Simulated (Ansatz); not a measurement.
System: HC$_{10}$ (slab).

Input file:

```
crystal:
  lattice:
    - [2.4655379968, 0.0, 0.0]
    - [-1.2327689984, 2.1341461181, 0.0]
    - [0.0, 0.0, 32.5979680033]
  atoms:
    - { symbol: C, position: [0.0833101796, 0.1666203592, 0.2607524494] }
    - { symbol: C, position: [0.4166898204, 0.8333796408, 0.2607524494] }
    - { symbol: C, position: [0.5833101796, 0.1666203592, 0.3650391026] }
    - { symbol: C, position: [0.9166898204, 0.8333796408, 0.3650391026] }
    - { symbol: C, position: [0.0833101796, 0.1666203592, 0.4693232413] }
    - { symbol: C, position: [0.4166898204, 0.8333796408, 0.4693232413] }
    - { symbol: C, position: [0.5833101796, 0.1666203592, 0.5736098945] }
    - { symbol: C, position: [0.9166898204, 0.8333796408, 0.5736098945] }
    - { symbol: C, position: [0.0833101796, 0.1666203592, 0.6778940332] }
    - { symbol: C, position: [0.4166898204, 0.8333796408, 0.6778940332] }
    - { symbol: H, position: [0.4166898204, 0.8333796408, 0.7110249326] }
basis:
  ecutwfc: 420
kpoints:
  mp_grid: { grid: [12, 12, 1] }
hamiltonian:
  xc: pbe
  dispersion: d3bj
scf:
  occupations: { method: gaussian, width: 0.1 }
output:
  forces: true
  eigenvalues: true
  write_density: true
  write_potential: true
  elf: true
  volumetric_format: npy
relax:
  adjacent_minimum: "off"
  f_tol: 0.03
  max_steps: 70
  constraints: [{ sites: [0, 1, 2, 3] }]
efield:
  axis: 3
  dipole_correction: true
  ramp_width: 0.04
```

Run with:

```sh
ansatz run input.yaml --threads 1 --pin off --max-ram 2560MiB --backend cpu --events-out ev --progress --plain --runs-dir out
```

The fields are those of the relaxed geometry.

Computed without spin polarisation.

Theory: Ansatz 0.2.0, DFT PBE+D3(BJ), scalar-relativistic, plane waves, PAW.

### What can the converged valence pseudo-density and electron localisation function tell about the bonding?

C–H (1.17 Å): ρ is about 1.6 e/Å³ halfway; the ELF climbs to about 1 towards the hydrogen, as it does in any bond to H: a covalent bond by its length.

### Metal or insulator at this level of theory?

It is metallic or semimetallic at this level of theory: no gap opens.

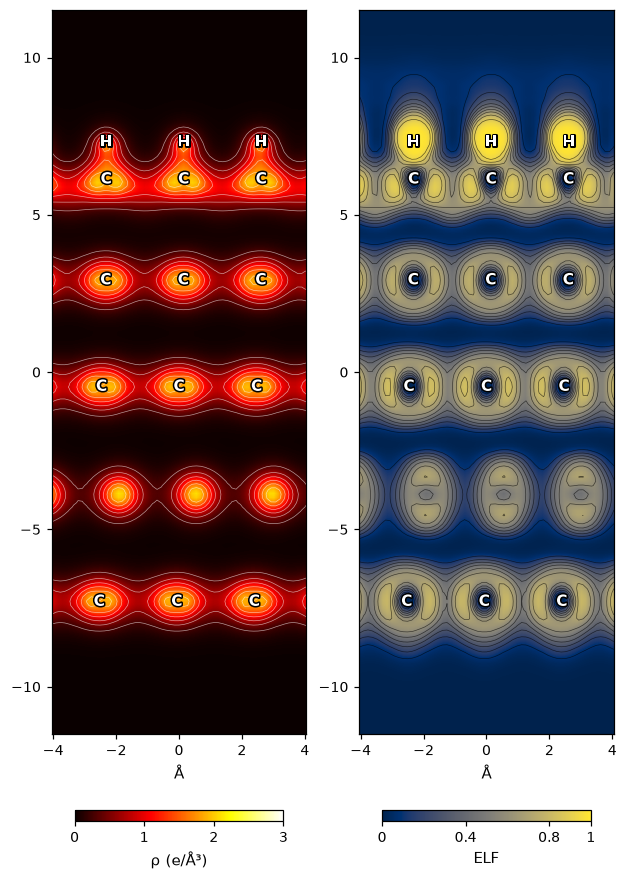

Computed valence pseudo-density and electron localisation function on the (11̄0) plane of the calculation cell, a cut from vacuum to vacuum, in this order. Atoms just off the plane (C, 0.3 Å away) can leave unmarked features too.

The density is the valence pseudo-density of a PAW calculation; it isn't the true density close to the nuclei.
